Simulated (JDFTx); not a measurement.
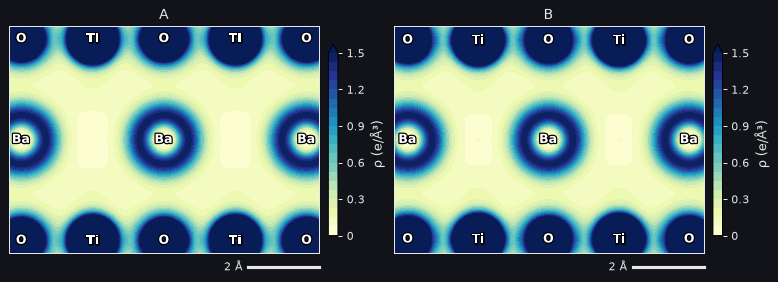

BaTiO₃. The valence electron density of two cells that differ in size, on the (110) plane of each (indices in the axes of the calculation cell), at one length scale and on one colour scale: A has 13.1 Å³ an atom and B 12.6.

Space group Pm-3m.

Computed with JDFTx 1.7.0 (patched build), Kohn-Sham DFT of a periodic cell, PBEsol, PseudoDojo-SR-PBEsol-0.4.1-standard.

Q: What does the compression do to the bonding and the properties?

A: From the larger cell to the smaller, Ba–O goes from 2.85 to 2.81 Å, and the density at its midpoint from 0.19 to 0.2 e/Å³; Ti–O goes from 2.02 to 1.99 Å, and the density at its midpoint from 0.66 to 0.61 e/Å³; the pressure goes from −7 to −0.9 GPa; the Kohn–Sham gap goes from 1.8 eV to 1.9 eV.
